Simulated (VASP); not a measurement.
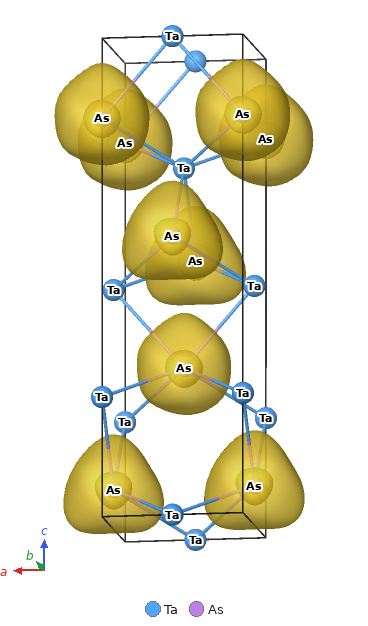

TaAs. Isosurface of the electron localisation function at 0.65 (yellow), seen at an oblique angle. Only the valence region is drawn (cores and ρ < 0.01 e/Å³ removed). Sticks mark near contacts.

Space group I4₁md; a structure from a database of computed crystals, not necessarily the ambient phase; computed pressure about −7 GPa in this cell.

All numbers below come from Kohn-Sham DFT of a periodic cell, LDA, VASP PAW LDA potentials, recommended (VASP 6.6.1).

Core electrons are frozen (PAW), and the valence fields are smoothed inside the atomic spheres.

### What do the ELF domains correspond to?

The ELF exceeds this value in four regions wrapped around As (the valence shell of each), counted in one cell of 8 atoms. Regions shared between cells count once. Along the contacts the grid gives the following. Ta–As (2.61 Å): the ELF is about 0.45 at the midpoint.
